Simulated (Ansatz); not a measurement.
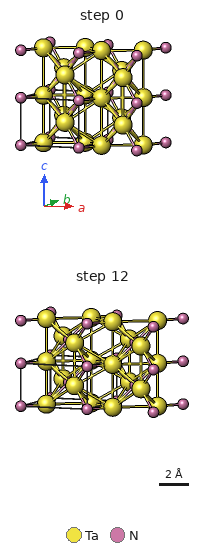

The structure of solid Ta₂N (built on the marcasite_58 type) (coarse preliminary run) before (top) and after (bottom) a relaxation, at one scale.

Style: ball-and-stick. Shown: the cell of the calculation, repeated 2 × 1 × 2 with one cell outlined, slightly off an axis.

Case: marcasite type (Pnnm, No. 58).

Method: Ansatz, DFT PBE, scalar-relativistic, plane waves, PAW.

Input file:
```yaml
crystal:
  lattice:
    - [4.3494416626, 0.0, 0.0]
    - [0.0, 5.3084599836, 0.0]
    - [0.0, 0.0, 3.313897594]
  atoms:
    - { symbol: Ta, position: [0.2004, 0.3787, 0.0] }
    - { symbol: Ta, position: [0.7996, 0.6213, 0.0] }
    - { symbol: Ta, position: [0.7004, 0.1213, 0.5] }
    - { symbol: Ta, position: [0.2996, 0.8787, 0.5] }
    - { symbol: "N", position: [0.0, 0.0, 0.0] }
    - { symbol: "N", position: [0.5, 0.5, 0.5] }
basis:
  ecutwfc: 420
kpoints:
  mp_grid: { grid: [4, 4, 6] }
hamiltonian:
  xc: pbe
scf:
  occupations: { method: gaussian, width: 0.1 }
  lower_state_search: "off"
output:
  forces: true
  stress: true
  eigenvalues: true
relax:
  adjacent_minimum: "off"
  f_tol: 0.04
  max_steps: 70
  cell: { stress_tol: 0.4 }
```

Run as
```bash
ansatz run input.yaml --threads 1 --pin off --max-ram 2560MiB --backend cpu --events-out ev --progress --plain --runs-dir out
```

**Describe what moved and what it gained.**

After 8 accepted moves (12 points after the start) the energy has fallen by 6.393 eV per cell of the calculation. Largest force component: 8 eV/Å at the start, 0.0087 eV/Å at the end. Pressure: 30.75 GPa at the start and −0.10 GPa at the end. The line search rejected the trial steps at points 6, 10 of the run. At 2 points the geometry stayed and the basis and grid were re-selected for the new cell (energy shift of 47.6 meV per cell of the calculation at most each time). The largest moves relative to the cell, 0.31 Å, are those of Ta1, Ta2, Ta3 and Ta4. Ta4 goes roughly along [−1 −1 0]. N stays in place. The drawn cell changes as follows: a 4.349 → 4.972 Å (+14.3 %), b 5.308 → 5.429 Å (+2.3 %), c 3.314 → 2.989 Å (−9.8 %); the volume changes by +5.4 %. Near-neighbour distances that change, for instance: Ta1–Ta2 2.167 → 2.969 Å, Ta1–Ta1 3.314 → 2.989 Å, Ta1–Ta2 (another image) 2.907 → 3.187 Å, Ta1–Ta4 3.159 → 3.102 Å. Bond angles that change, for instance: Ta3–N5–Ta3 97.5° → 86.3°, Ta3–N5–Ta4 82.5° → 93.7°. The space group stays Pnnm (No. 58).
